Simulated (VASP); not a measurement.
C: molecular dynamics (part 6 of 6)

C (slab, 18 atoms in the cell); Kohn-Sham DFT of a periodic cell, PBE with D3(BJ), VASP PAW PBE potentials, recommended, no spin polarisation (VASP 6.6.1); cutoff 520 eV, 2×2×1 k-mesh, fermi-dirac of 0.05 eV. It belongs to a series of runs on one base structure; here: dynamics from the start.

Geometry of the input (Å; fractional positions):
```
7.3980  0.0000  0.0000
-3.6990  6.4069  0.0000
0.0000  0.0000  12.0000
C  0.0000  0.0000  0.0833
C  0.2222  0.1111  0.0833
C  0.0000  0.3333  0.0833
C  0.2222  0.4444  0.0833
C  0.0000  0.6667  0.0833
C  0.2222  0.7778  0.0833
C  0.3333  0.0000  0.0833
C  0.5556  0.1111  0.0833
C  0.3333  0.3333  0.0833
C  0.5556  0.4444  0.0833
C  0.3333  0.6667  0.0833
C  0.5556  0.7778  0.0833
C  0.6667  0.0000  0.0833
C  0.8889  0.1111  0.0833
C  0.6667  0.3333  0.0833
C  0.8889  0.4444  0.0833
C  0.6667  0.6667  0.0833
C  0.8889  0.7778  0.0833
```

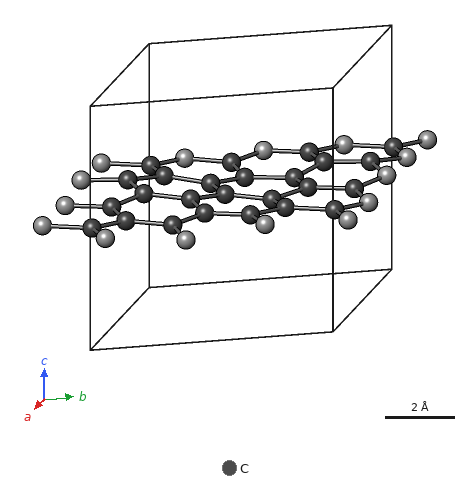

**Figure 1.** The geometry at step 30 of the log (ball-and-stick view of the cell of the calculation, with the vacuum cut short, seen slightly off an axis; neighbours outside the cell are drawn fainter).

### Trajectory as extended XYZ, continued
```
18
Lattice="7.3980 0.0000 0.0000 -3.6990 6.4069 0.0000 0.0000 0.0000 12.0000" Properties=species:S:1:pos:R:3:forces:R:3 step=19 energy=-166.36790 temperature=301.3
C     0.0201    0.0268    0.9511   -2.9744   0.2459  -0.0393
C     1.1956    0.6823    1.0887    3.2388   1.8024  -0.2444
C     6.1151    2.1631    0.9333    3.4614  -0.2754   0.1375
C     0.0394    2.8367    0.8696   -1.7300   0.3983   0.4203
C    -2.4821    4.3358    1.0609    1.6454  -1.2408   0.1270
C    -1.1763    4.9747    1.1469   -2.9057   0.8103  -0.7255
C     2.4461    0.0018    1.2040    0.5862  -0.7377  -0.5267
C     3.6838    0.7053    1.1468    0.4921   1.3287  -0.2316
C     1.2622    2.1354    0.9395   -1.4148  -0.3456   0.4167
C     2.4539    2.8588    0.9994    2.0375   0.3357  -0.1253
C     0.0243    4.2596    0.9454    1.4823   0.1235   0.1803
C     1.2718    4.9836    0.8898   -0.9452   0.5406   0.3792
C     4.9241    0.0394    0.9870    0.4639  -1.3264  -0.0531
C     6.1541    0.7504    0.9175   -0.4464  -0.3784   0.1642
C     3.7071    2.1452    1.1237   -0.3158   0.0667  -0.3091
C     4.9470    2.8700    1.0697   -2.3329   0.8792  -0.3154
C     2.5141    4.3016    0.8725   -2.7151  -1.1455   0.3688
C     3.6847    5.0388    0.9463    2.3981  -1.0821   0.3764
18
Lattice="7.3980 0.0000 0.0000 -3.6990 6.4069 0.0000 0.0000 0.0000 12.0000" Properties=species:S:1:pos:R:3:forces:R:3 step=20 energy=-166.47841 temperature=360.5
C     0.0066    0.0345    0.9514   -1.8484   0.0635   0.1211
C     1.2122    0.6797    1.0922    1.7604   1.8159  -0.3856
C     6.1281    2.1817    0.9304    2.8538  -0.7755   0.1911
C     0.0395    2.8462    0.8670   -1.4519  -0.3887   0.3742
C    -2.4839    4.3265    1.0601    1.5952  -1.0167   0.2003
C    -1.1785    4.9670    1.1556   -2.7720   0.6410  -0.8701
C    -1.2574    6.4061    1.2108    1.0744  -0.9439  -0.4673
C     3.6826    0.6875    1.1536    0.4109   1.9721  -0.3016
C     1.2636    2.1301    0.9399   -1.2470   0.0671   0.4288
C     2.4562    2.8654    1.0027    1.9651  -0.0955  -0.2026
C     0.0215    4.2579    0.9385    1.1681   0.7122   0.3421
C     1.2616    4.9869    0.8860   -0.5228   0.5058   0.4060
C     4.9219    0.0321    0.9907    0.5093  -0.8852  -0.0852
C     6.1567    0.7578    0.9214   -0.4698  -0.5270   0.1482
C     3.7080    2.1462    1.1162   -0.6856  -0.1953  -0.1878
C     4.9428    2.8665    1.0650   -1.8415   0.9517  -0.3530
C     2.5033    4.3130    0.8752   -2.1278  -1.3298   0.3537
C     3.6896    5.0318    0.9509    1.6534  -0.5570   0.2930
18
Lattice="7.3980 0.0000 0.0000 -3.6990 6.4069 0.0000 0.0000 0.0000 12.0000" Properties=species:S:1:pos:R:3:forces:R:3 step=22 energy=-166.52499 temperature=415.8
C     7.3683    0.0428    0.9552    1.3013  -0.1401   0.4072
C     1.2491    0.6893    1.0972   -1.6982   1.4214  -0.6333
C    -1.2244    2.2167    0.9266    0.0134  -1.6184   0.3616
C     0.0431    2.8688    0.8637   -0.4710  -1.5492   0.3300
C    -2.4797    4.3064    1.0559    0.9753  -0.7389   0.2609
C    -1.1969    4.9567    1.1560   -1.3278   0.3939  -0.9949
C    -1.2656    6.4041    1.2194    2.0058  -1.4684  -0.4158
C     3.6799    0.6672    1.1669    0.6772   2.6054  -0.4366
C     1.2638    2.1249    0.9472   -0.3636   0.8690   0.3273
C     2.4754    2.8787    0.9990    0.3960  -0.6020  -0.2807
C     0.0324    4.2599    0.9265   -0.6208   1.8278   0.6815
C     1.2401    4.9940    0.8869    0.6444   0.6122   0.3308
C     4.9283    0.0222    1.0030   -0.2033   0.1951  -0.0939
C     6.1662    0.7759    0.9270   -0.6048  -0.7379   0.1692
C     3.6987    2.1582    1.1054   -0.4813  -1.2793  -0.0166
C     4.9248    2.8545    1.0579    0.3266   1.1938  -0.4928
C     2.4756    4.3242    0.8721   -0.1234  -1.2928   0.4705
C     3.7061    5.0161    0.9614   -0.4470   0.3171   0.0288
18
Lattice="7.3980 0.0000 0.0000 -3.6990 6.4069 0.0000 0.0000 0.0000 12.0000" Properties=species:S:1:pos:R:3:forces:R:3 step=23 energy=-166.37384 temperature=411.6
C     7.3524    0.0474    0.9566    2.5337  -0.4987   0.5287
C     1.2589    0.6981    1.1010   -2.5491   1.1676  -0.7136
C    -1.1988    2.2300    0.9321   -1.6588  -2.0065   0.3999
C     0.0450    2.8803    0.8625    0.1460  -1.6805   0.3323
C    -2.4737    4.2974    1.0518    0.2761  -0.7252   0.2758
C    -1.2110    4.9512    1.1532   -0.2008   0.6214  -1.0290
C    -1.2646    6.3999    1.2208    1.9740  -1.3818  -0.4123
C     3.6803    0.6654    1.1695    0.7310   2.4370  -0.4844
C     1.2611    2.1253    0.9492    0.2984   1.0955   0.3246
C     2.4951    2.8832    0.9960   -1.2515  -0.6384  -0.3702
C     0.0389    4.2687    0.9194   -1.6646   1.7394   0.8482
C     1.2309    4.9961    0.8935    1.0704   0.8027   0.2060
C     4.9331    0.0150    1.0088   -0.5769   0.9019  -0.0449
C     6.1698    0.7839    0.9332   -0.6785  -0.7530   0.1540
C     3.6900    2.1648    1.0990    0.3143  -1.8515   0.0889
C     4.9163    2.8518    1.0576    1.3925   1.1905  -0.5562
C     2.4565    4.3216    0.8696    1.4151  -1.0560   0.5866
C     3.7146    5.0093    0.9651   -1.5624   0.6321  -0.1218
18
Lattice="7.3980 0.0000 0.0000 -3.6990 6.4069 0.0000 0.0000 0.0000 12.0000" Properties=species:S:1:pos:R:3:forces:R:3 step=25 energy=-166.03283 temperature=227.7
C     7.3310    0.0541    0.9659    4.0783  -1.1772   0.5889
C     1.2681    0.7167    1.0999   -2.8891   0.5807  -0.6301
C    -1.1606    2.2455    0.9392   -3.3202  -2.7496   0.4198
C     0.0539    2.8957    0.8587    0.5450  -1.3447   0.3066
C    -2.4618    4.2732    1.0500   -1.1297  -0.5394   0.2093
C    -1.2328    4.9420    1.1488    1.3492   1.2203  -0.9850
C    -1.2522    6.3844    1.2274    1.3472  -0.5660  -0.5331
C     3.6865    0.6693    1.1712    0.1459   1.7971  -0.4710
C     1.2680    2.1267    0.9498    0.7607   1.0781   0.2868
C     2.5235    2.8924    0.9907   -2.9822  -0.8435  -0.3999
C     0.0302    4.2926    0.9070   -1.9438   0.8994   1.0351
C     1.2187    5.0090    0.9160    1.0663   0.7751  -0.0789
C     4.9347    0.0073    1.0201   -0.4621   1.6073   0.0409
C     6.1742    0.7933    0.9509   -0.7715  -0.5617   0.0728
C     3.6864    2.1630    1.0882    1.1120  -2.0196   0.1578
C     4.9111    2.8460    1.0526    2.3930   1.2924  -0.5317
C     2.4302    4.3122    0.8736    3.4854  -0.5392   0.7007
C     3.7234    4.9953    0.9719   -2.7925   1.0954  -0.2023
18
Lattice="7.3980 0.0000 0.0000 -3.6990 6.4069 0.0000 0.0000 0.0000 12.0000" Properties=species:S:1:pos:R:3:forces:R:3 step=27 energy=-166.18587 temperature=353.0
C     7.3356    0.0527    0.9877    3.7187  -1.1499   0.3447
C     1.2557    0.7343    1.0883   -1.4747  -0.3608  -0.1355
C    -1.1475    2.2404    0.9433   -2.7923  -2.7197   0.3162
C     0.0674    2.8955    0.8559   -0.1347  -0.2895   0.3995
C     4.9378    4.2477    1.0503   -1.6989   0.2301   0.1707
C    -1.2449    4.9397    1.1417    1.5419   1.5719  -0.7831
C    -1.2302    6.3714    1.2356   -0.1921   0.6559  -0.8043
C     3.6881    0.6850    1.1675   -0.2472   0.8003  -0.3478
C     1.2887    2.1362    0.9551   -0.1574   0.6084   0.0685
C     2.5294    2.8929    0.9839   -2.4943  -1.0145  -0.2259
C     0.0093    4.3277    0.9067   -0.7926  -0.9955   0.9434
C     1.2097    5.0299    0.9433    1.1174   0.1968  -0.3968
C     4.9303    0.0160    1.0251    0.0376   1.4329   0.1628
C     6.1746    0.7885    0.9629   -0.4577  -0.3042   0.0796
C     3.6891    2.1499    1.0845    1.2113  -1.0148   0.0319
C     4.9177    2.8422    1.0473    2.0409   0.9311  -0.4526
C     2.4320    4.2998    0.8799    3.1171   0.3570   0.8025
C     3.7143    4.9829    0.9849   -2.3369   1.0466  -0.1817
18
Lattice="7.3980 0.0000 0.0000 -3.6990 6.4069 0.0000 0.0000 0.0000 12.0000" Properties=species:S:1:pos:R:3:forces:R:3 step=28 energy=-166.29540 temperature=396.5
C     7.3513    0.0507    1.0002    2.7246  -1.0298   0.1642
C     1.2449    0.7409    1.0820   -0.2218  -0.6662   0.1289
C    -1.1463    2.2330    0.9466   -2.2921  -2.4977   0.1922
C     0.0731    2.8929    0.8553   -0.3908   0.1609   0.4841
C     4.9345    4.2341    1.0504   -1.6059   1.0915   0.1310
C    -1.2450    4.9419    1.1358    1.0068   1.5599  -0.6500
C    -1.2152    6.3674    1.2348   -1.1312   1.2541  -0.9042
C     3.6918    0.6988    1.1632   -0.4250   0.1592  -0.2757
C     1.3033    2.1470    0.9591   -1.1048   0.1495  -0.0473
C     2.5300    2.8928    0.9819   -1.9332  -1.1133  -0.1419
C    -0.0033    4.3421    0.9096    0.1626  -1.7627   0.8462
C     1.2045    5.0419    0.9604    1.3192  -0.3318  -0.6038
C     4.9274    0.0260    1.0276    0.4310   1.1600   0.2144
C     6.1781    0.7848    0.9679   -0.2141  -0.2739   0.1119
C     3.6891    2.1440    1.0819    1.3958  -0.3038  -0.0582
C     4.9233    2.8444    1.0390    1.6598   0.3048  -0.3307
C     2.4431    4.2920    0.8838    2.0314   1.0694   0.8588
C     3.7039    4.9757    0.9912   -1.4012   1.0587  -0.1331
18
Lattice="7.3980 0.0000 0.0000 -3.6990 6.4069 0.0000 0.0000 0.0000 12.0000" Properties=species:S:1:pos:R:3:forces:R:3 step=30 energy=-166.28919 temperature=391.8
C    -0.0041    0.0514    1.0261   -0.0972  -1.0031  -0.2023
C     1.2304    0.7472    1.0743    1.8712  -0.6327   0.4389
C    -1.1493    2.2035    0.9591   -1.0723  -1.0340  -0.0724
C     0.0823    2.8921    0.8626   -0.9626   0.2783   0.5223
C     4.9187    4.2191    1.0487   -0.4308   2.5593   0.0988
C    -1.2342    4.9553    1.1228   -0.8683   1.1864  -0.3948
C    -1.1925    6.3673    1.2297   -2.3976   1.9844  -0.9694
C     3.6889    0.7266    1.1590   -0.0264  -1.0919  -0.1843
C     1.3291    2.1671    0.9554   -3.2348  -0.8353  -0.0561
C     2.5182    2.8852    0.9742    0.4015  -0.6670   0.0386
C    -0.0233    4.3604    0.9160    2.2671  -2.6612   0.6594
C     1.2060    5.0612    0.9844    1.2223  -0.8770  -0.8690
C     4.9233    0.0522    1.0328    0.7936   0.0592   0.2917
C     6.1767    0.7786    0.9786    0.8108  -0.5212   0.2139
C     3.6977    2.1326    1.0835    1.0057   1.4325  -0.3308
C     4.9436    2.8521    1.0247    0.5185  -0.9739  -0.0460
C     2.4743    4.2851    0.8945   -0.6204   1.5801   0.8389
C     3.6831    4.9705    1.0030    0.8155   1.2022   0.0217
18
Lattice="7.3980 0.0000 0.0000 -3.6990 6.4069 0.0000 0.0000 0.0000 12.0000" Properties=species:S:1:pos:R:3:forces:R:3 step=31 energy=-166.19593 temperature=370.2
C     0.0193    0.0501    1.0372   -1.4995  -1.0096  -0.3554
C     1.2262    0.7475    1.0726    2.6444  -0.3387   0.4695
C    -1.1560    2.1894    0.9689   -0.2050  -0.3822  -0.2415
C     0.0870    2.8950    0.8702   -1.4058  -0.0361   0.5168
C     4.9069    4.2167    1.0484    0.3937   3.0014   0.0491
C    -1.2316    4.9655    1.1161   -1.5470   0.6932  -0.3252
C    -1.1909    6.3692    1.2232   -2.4887   2.1221  -0.9596
C     3.6856    0.7331    1.1548    0.1559  -1.2301  -0.1150
C     1.3344    2.1758    0.9509   -3.7597  -1.2046   0.0097
C     2.5137    2.8833    0.9675    1.3127  -0.3805   0.1751
C    -0.0301    4.3555    0.9224    2.9977  -2.2140   0.6365
C     1.2064    5.0722    0.9950    1.1112  -1.3069  -0.9455
C     4.9232    0.0668    1.0375    0.8242  -0.6519   0.2776
C     6.1771    0.7740    0.9833    1.1714  -0.4489   0.2894
C     3.7038    2.1277    1.0874    0.7698   2.0629  -0.5256
C     4.9572    2.8552    1.0179   -0.3259  -1.3932   0.1556
C     2.4896    4.2872    0.9030   -1.9029   1.4882   0.7372
C     3.6764    4.9734    1.0054    1.7520   1.2145   0.1516
18
Lattice="7.3980 0.0000 0.0000 -3.6990 6.4069 0.0000 0.0000 0.0000 12.0000" Properties=species:S:1:pos:R:3:forces:R:3 step=33 energy=-166.16391 temperature=436.1
C     0.0537    0.0419    1.0566   -3.0204  -0.8974  -0.4697
C     1.2302    0.7491    1.0657    2.6063   0.3318   0.4492
C    -1.1694    2.1642    0.9798    1.3649   0.7663  -0.4091
C     0.0893    2.9080    0.8811   -1.9639  -0.7965   0.5037
C     4.8888    4.2296    1.0412    1.9053   2.4619  -0.0433
C    -1.2426    4.9875    1.1006   -1.5369   0.1013  -0.1736
C    -1.2147    6.3927    1.2153   -1.2191   1.1874  -1.0805
C     3.6816    0.7340    1.1463    0.2725  -0.2123   0.1016
C     1.3269    2.1875    0.9386   -3.0661  -1.2511   0.1645
C     2.5142    2.8798    0.9583    1.5555   0.2697   0.3185
C    -0.0293    4.3417    0.9403    2.8990  -0.6420   0.5870
C     1.2135    5.0916    1.0115    0.8089  -1.8615  -0.9120
C     4.9317    0.0971    1.0551    0.5558  -2.2596   0.1891
C     6.1874    0.7629    1.0058    1.2292  -0.0415   0.2395
C     3.7238    2.1302    1.0948    0.3107   1.8736  -0.8280
C     4.9872    2.8579    0.9993   -1.9603  -1.1933   0.5198
C     2.5094    4.2982    0.9183   -3.5317   0.7486   0.6218
C     3.6703    4.9824    1.0160    2.7961   1.3746   0.2215
18
Lattice="7.3980 0.0000 0.0000 -3.6990 6.4069 0.0000 0.0000 0.0000 12.0000" Properties=species:S:1:pos:R:3:forces:R:3 step=34 energy=-166.25474 temperature=510.9
C     0.0624    0.0359    1.0684   -2.9066  -0.6060  -0.4877
C     1.2421    0.7465    1.0612    1.5314   0.8577   0.4169
C    -1.1720    2.1541    0.9859    1.6401   1.3011  -0.4743
C     0.0869    2.9126    0.8855   -2.0768  -1.0072   0.5278
C     4.8856    4.2433    1.0402    2.3616   1.8251  -0.1085
C    -1.2577    5.0020    1.0955   -0.6207  -0.3398  -0.1236
C     2.4688    0.0057    1.2111   -0.1889   0.2695  -1.1297
C     3.6807    0.7341    1.1400    0.5745   0.2844   0.2470
C     1.3132    2.1895    0.9330   -1.7025  -1.1071   0.2136
C     2.5228    2.8754    0.9526    0.6313   0.7152   0.3742
C    -0.0199    4.3315    0.9523    1.9150   0.3877   0.5449
C     1.2184    5.0954    1.0169    0.8157  -2.0531  -0.8228
C     4.9422    0.1028    1.0660    0.1448  -2.4871   0.1355
C     6.1981    0.7588    1.0213    0.9083   0.0076   0.1898
C     3.7326    2.1336    1.1011    0.3192   1.4406  -1.0213
C     4.9980    2.8590    0.9901   -2.3659  -0.8699   0.7239
C     2.5145    4.3071    0.9243   -3.7427   0.1634   0.5889
C     3.6714    4.9934    1.0247    2.7581   1.1953   0.1987
18
Lattice="7.3980 0.0000 0.0000 -3.6990 6.4069 0.0000 0.0000 0.0000 12.0000" Properties=species:S:1:pos:R:3:forces:R:3 step=36 energy=-166.25000 temperature=515.6
C     0.0553    0.0271    1.0988   -1.2556   0.1367  -0.6362
C     1.2722    0.7441    1.0566   -1.6488   1.8327   0.2968
C    -1.1670    2.1347    0.9977    0.5979   2.4593  -0.6103
C     0.0767    2.9131    0.8911   -1.6375  -0.9981   0.6556
C     4.8871    4.2859    1.0377    2.5822   0.1995  -0.2416
C    -1.2866    5.0371    1.0929    1.1631  -1.5001  -0.0731
C     2.4390    0.0450    1.1946    1.9678  -1.4057  -0.9044
C     3.6840    0.7279    1.1323    1.4160   1.5338   0.3431
C     1.2843    2.1936    0.9306    0.6522  -0.9028   0.2349
C     2.5384    2.8688    0.9519   -1.1254   1.3764   0.4148
C    -0.0050    4.3122    0.9781    0.1298   2.0412   0.3382
C     1.2246    5.0963    1.0236    1.3004  -2.8365  -0.5252
C     4.9626    0.1020    1.0881   -0.8673  -2.1494   0.0182
C     6.2213    0.7488    1.0507   -0.1009   0.0304   0.1995
C     3.7429    2.1435    1.1059    0.4421   0.1779  -1.1774
C     5.0071    2.8580    0.9703   -1.8545  -0.2209   1.0592
C     2.5128    4.3131    0.9459   -3.3898   0.0795   0.4599
C     3.6844    5.0225    1.0396    1.6216   0.1531   0.1601
18
Lattice="7.3980 0.0000 0.0000 -3.6990 6.4069 0.0000 0.0000 0.0000 12.0000" Properties=species:S:1:pos:R:3:forces:R:3 step=37 energy=-166.20984 temperature=500.9
C     0.0484    0.0239    1.1140   -0.3874   0.5092  -0.7161
C     1.2826    0.7434    1.0509   -2.9311   2.1742   0.2720
C    -1.1617    2.1335    1.0010   -0.3702   2.6862  -0.6114
C     0.0689    2.9116    0.8985   -1.1947  -0.8366   0.6282
C     4.8929    4.3094    1.0342    2.2480  -0.5323  -0.2464
C    -1.2996    5.0520    1.0935    2.0681  -1.8857  -0.0691
C     2.4310    0.0598    1.1811    2.7282  -1.9029  -0.7200
C     3.6871    0.7268    1.1300    1.8639   1.8539   0.3180
C     1.2718    2.1915    0.9276    1.6053  -0.5864   0.3011
C     2.5454    2.8687    0.9586   -2.0644   1.4061   0.2734
C    -0.0003    4.3056    0.9918   -0.3429   2.5363   0.2068
C     1.2333    5.0913    1.0240    1.0515  -3.0806  -0.3175
C     4.9724    0.0954    1.1025   -1.2516  -1.5815  -0.1151
C     6.2294    0.7475    1.0647   -0.6157   0.0295   0.2162
C     3.7498    2.1511    1.1020    0.3295  -0.3610  -1.1066
C     5.0028    2.8630    0.9606   -1.0066  -0.2106   1.1526
C     2.4998    4.3151    0.9544   -2.2918   0.2637   0.4969
C     3.6942    5.0356    1.0510    0.5517  -0.4783   0.0491
18
Lattice="7.3980 0.0000 0.0000 -3.6990 6.4069 0.0000 0.0000 0.0000 12.0000" Properties=species:S:1:pos:R:3:forces:R:3 step=39 energy=-166.18651 temperature=517.7
C     0.0449    0.0272    1.1317    0.7700   0.5454  -0.6671
C     1.2856    0.7478    1.0429   -3.4206   2.0283   0.2428
C    -1.1473    2.1436    1.0037   -2.4763   1.9202  -0.4199
C     0.0452    2.9053    0.9211    0.2348  -0.0101   0.4797
C    -2.4882    4.3536    1.0231    1.0792  -2.2290  -0.1587
C    -1.3185    5.0732    1.0878    3.9228  -1.8034  -0.0303
C     2.4314    0.0746    1.1460    3.1287  -1.7223  -0.4057
C     3.7028    0.7350    1.1231    1.9822   1.2895   0.2486
C     1.2558    2.1829    0.9262    2.3872   0.3468   0.4285
C     2.5425    2.8747    0.9698   -2.7759   1.0153   0.1205
C     0.0073    4.3045    1.0203   -0.7941   2.2630  -0.1543
C     1.2566    5.0597    1.0265   -0.5404  -1.8568   0.1398
C     4.9893    0.0729    1.1251   -1.3851  -0.5005  -0.3544
C     6.2439    0.7412    1.0890   -1.7898   0.6731   0.1197
C     3.7637    2.1619    1.0925   -0.2501  -0.3941  -0.9734
C     4.9849    2.8797    0.9520    0.7005  -0.3016   1.1412
C     2.4684    4.3236    0.9762    0.7449  -0.2961   0.4790
C     3.7171    5.0532    1.0774   -1.5276  -0.9782  -0.2300
```

### Key numbers

| quantity | value |
| --- | --- |
| outcome | finished |
| mean temperature over the second half | 409 K |
| trajectory | 40 frames kept |
| electrons treated | 72 |
| potential energy (free energy of the electrons) (last step) | −166.1865 eV |
| dispersion energy (last step) | −1.5958 eV |
| Fermi energy of the self-consistent step (last step) | −1.739 eV |
| final volume (last step) | 568.78 Å³ |
| largest force (length of the vector) (last step) | 4.318 eV/Å |
| wall time | 62 min |
| peak memory | 0.76 GiB |

### Notes

The k-point mesh is coarse for a cell of this size, so the results may not be converged.
